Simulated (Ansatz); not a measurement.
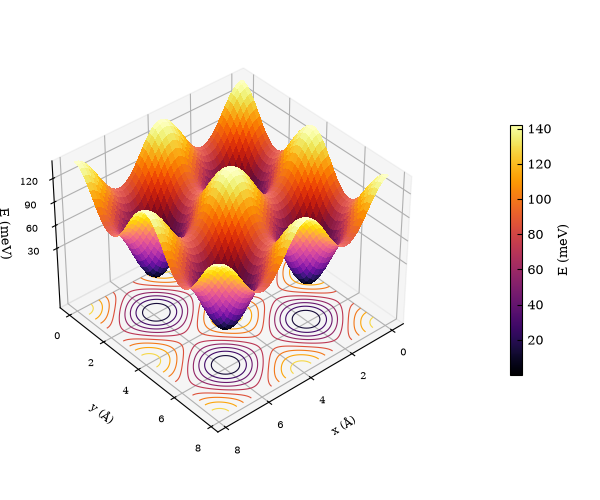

Energy landscape of H on an AgCl(100) slab cut from the Fm-3m phase, its upper half relaxed before the scan (4 atoms of substrate and one adsorbate in a 1 × 1 cell). H is moved over the surface cell at a fixed height above a rigid substrate; the origin of the map has the adsorbate above Cl4; the height is held at 2.50 Å. Places are given modulo a cell vector. The map is drawn in real space over the plane of the surface. The grid has 8 × 8 points; 15 points were computed and 49 follow by symmetry. Energies: meV, counted from the lowest grid point. With one adsorbate in each 1 × 1 cell, its nearest image is 3.9 Å away, so neighbouring adsorbates interact. At a fixed height the lowest place need not be the adsorption site. Method: Ansatz 0.2.0, DFT PBE+D3(BJ), scalar-relativistic, plane waves, PAW. Settings: cutoff 420 eV, k-mesh 7×7×1, gaussian smearing 0.05 eV, spin-polarised.

In the figure: a relief with its contours projected below, any walls above the top of the colour scale cut off. Between grid points the surface is interpolated. 

### Describe this landscape.

The lowest grid point is at the top site over a surface Ag atom, (4/8, 4/8) of the cell vectors. It is the only kind of minimum in the scanned range. The highest grid point, the top site over a surface Cl atom, (0/8, 0/8) of the cell vectors, lies 142 meV above the lowest. On the interpolated surface the easiest way out of the lowest well to its copy in the next cell or period passes a barrier of about 82 meV. At the lowest point the adsorbate has 1 Ag at 2.62 Å as nearest neighbours, at the highest 1 Cl at 2.50 Å.

Each point was launched as `ansatz run input.yaml --threads 1 --pin off --max-ram 3072MiB --backend cpu --events-out ev --progress --plain --runs-dir out`. The whole map (15 points run) took 6.6 min on 1 thread of Intel(R) Xeon(R) 6975P-C (Granite Rapids), with other jobs on the host.
